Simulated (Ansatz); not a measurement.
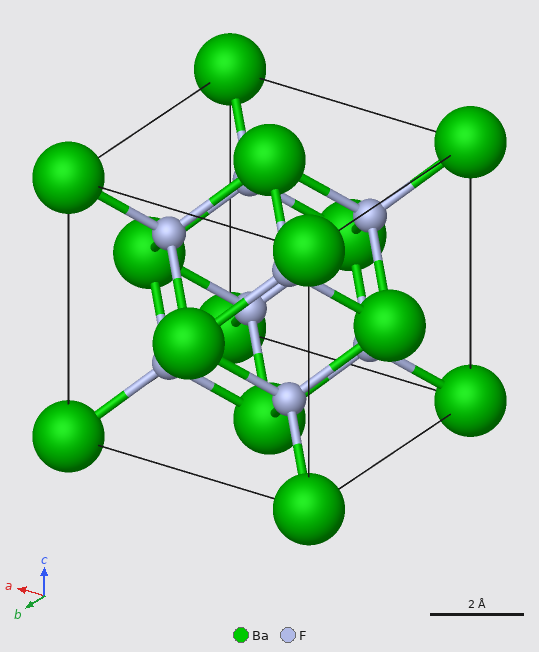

The starting point is solid BaF₂ (set up in Fm-3m). Style: ball-and-stick. Shown: the conventional cell (4 times the calculation's cell), from a free direction. Lengths and directions refer to the drawn axes.

Theory: DFT PBE, scalar-relativistic, plane waves, PAW in Ansatz 0.2.0. Settings: plane-wave cutoff 420 eV; k-point mesh 6 × 6 × 6; occupations gaussian; smearing width 0.02 eV; no spin polarisation.

The variant: All lengths are scaled by −1.0 % (volume −3.0 %), the atoms keeping their fractional coordinates. No relaxation follows.

**Predict the response.**

It costs 3.4 meV per atom. The pressure goes from 0.0 to 1.8 GPa. All forces vanish by symmetry. Near-neighbour distances before and after: Ba–F 2.705 → 2.677 Å. The space group stays Fm-3m (No. 225).
